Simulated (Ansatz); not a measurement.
## Electronic structure of ZrC in real space

```yaml
crystal:
  lattice:
    - [0.00000, 0.00000, -2.93973]
    - [3.26953, 0.00000, 0.00000]
    - [0.00000, -5.66300, 0.00000]
  atoms:
    - { symbol: Zr, position: [0.00000, 0.50000, 0.50000] }
    - { symbol: Zr, position: [0.00000, 0.00000, 0.00000] }
    - { symbol: C, position: [0.50000, 0.50000, 0.81214] }
    - { symbol: C, position: [0.50000, 0.00000, 0.31214] }
```

Space group Amm2; started from the WC prototype, which need not be the ambient phase; changed on purpose from its base cell (atom 2 (C) moved 0.12 A along y); not relaxed (largest force 0.7 eV/Å).

Method: Ansatz 0.2.0, DFT PBE, scalar-relativistic, plane waves, PAW.

Core electrons are frozen (PAW), and the valence fields are smoothed inside the atomic spheres.

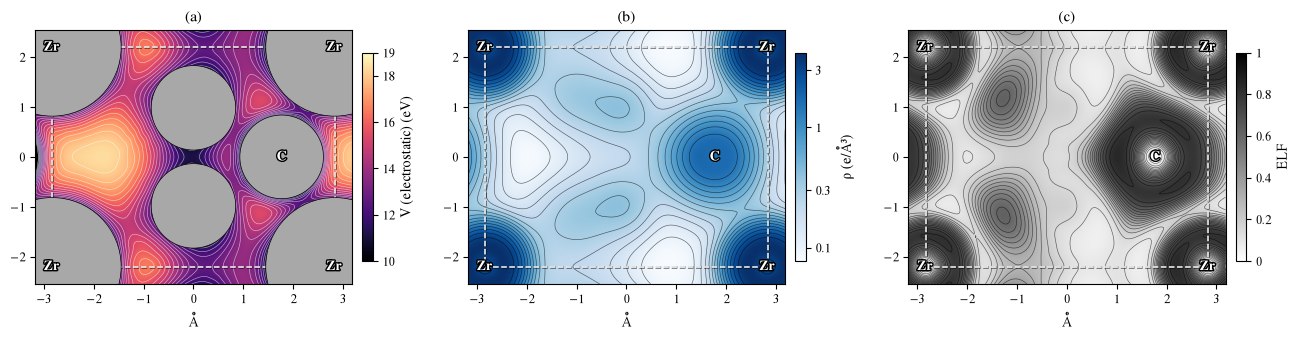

Figure 1. (a) electrostatic potential energy of an electron; (b) valence pseudo-density; (c) ELF on the (11̄0) plane of the conventional cell. Grey discs cover the atomic cores in the potential map.

**Read the bonding off the picture.**

- The section cuts through Zr and C sites.
- Zr–C (2.44 Å): ρ is about 0.39 e/Å³ halfway; the ELF peaks at about 0.80 in the valence shell of C, 0.7 Å from its nucleus, and is about 0.25 at the midpoint (no shared electron pair shows on this line).
- Between the atoms the lowest density in this plane is 0.08 e/Å³.
- The features right at Zr lie inside the PAW spheres, where the map follows smoothed inner orbitals and isn't to be read closely.
- Outside the cores the potential energy rises away from the atoms and is highest about 1.8 Å from the nearest atoms; its zero is arbitrary.

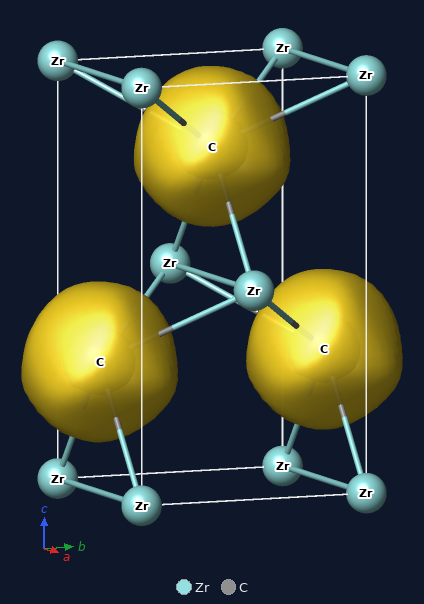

Figure 2. Isosurface of the ELF at 0.65 (yellow), seen slightly off an axis. Core shells and regions of very low density are left out. Sticks mark near contacts.

**Identify the bonds, lone pairs and shells in this picture.**

At this value the surface marks out two regions wrapped around C (the valence shell of each), counted in one cell of 4 atoms. Any copies at cell faces, edges or corners count once. Profiles from the grid: Zr–C (2.30 Å): the ELF peaks at about 0.80 in the valence shell of C, 0.7 Å from its nucleus, and is about 0.25 at the midpoint: no shared electron pair shows on this line. Zr–Zr (2.94 Å): the ELF is about 0.15 at the midpoint (no localised pair shows between them).

**Metal or insulator at this level of theory?**

It is metallic or semimetallic at this level of theory: no gap opens.
